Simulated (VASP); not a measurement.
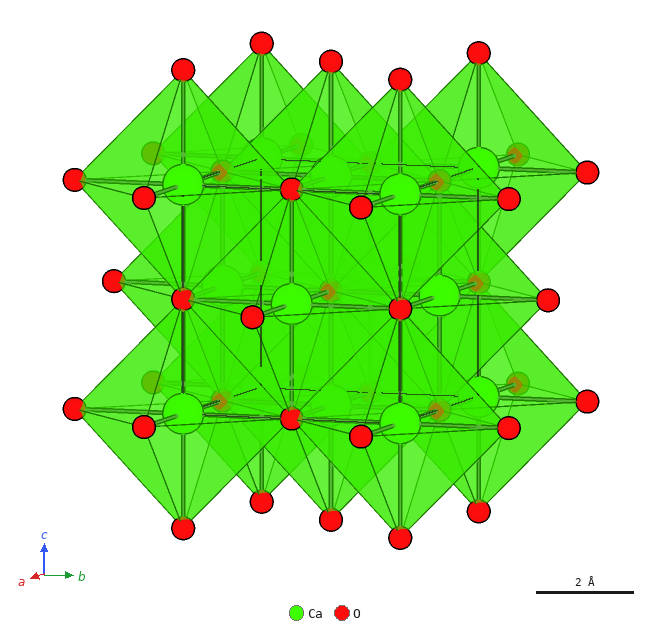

CaO, rock salt (NaCl type), space group Fm-3m (No. 225), a = 4.807 Å, b = 4.807 Å, c = 4.807 Å, α = 90.00°, β = 90.00°, γ = 90.00°. We look at a polyhedral model of the crystal slightly off an axis. Thin lines show the conventional unit cell, with boundary atoms drawn in all their periodic places. A few atoms beyond the faces are included. The cell is a structure listed in the Materials Project.

One fixed geometry was run with a growing share of exact exchange in a hybrid functional. Alike in all runs: VASP 6.6.1; functional HSE(alpha, omega); VASP's PAW PBE potentials, release 64 (Ca_sv, O); cutoff 520 eV; k mesh 5 × 5 × 5 on the run's cell of 2 atoms; occupations fermi-dirac, width 0.05 eV; no spin polarisation; no spin-orbit coupling.

```tsv
share of exact exchange	gap (eV)	pressure (GPa)
0.05	4.15	1.8
0.10	4.48	1.4
0.15	4.82	0.9
0.20	5.17	0.5
0.25	5.52	0.1
0.30	?	?
0.40	6.59	-1.2
0.50	7.32	-2.0
```

Question: How fast does the gap grow with the share, and what belongs in the row left out?

Answer: The line is gap = 3.77 eV + 7.05 eV × share, which gives 5.89 eV at 0.30. The run gave 5.87 eV and a pressure of -0.3 GPa.

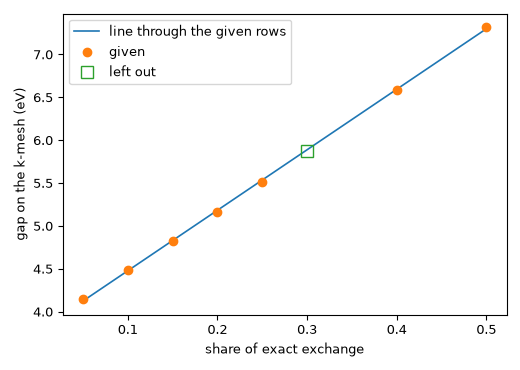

Gap against the share of exact exchange. Gaps are the least found on the k-mesh; a mesh with odd divisions misses some points on the zone boundary, so where the band edges lie there the true gap is smaller.

Caveat: the k mesh is coarse (spacing up to 0.45 Å⁻¹), so the values aren't converged, least of all with exact exchange; the PAW data sets were made with another functional, which shifts forces and pressure a little.
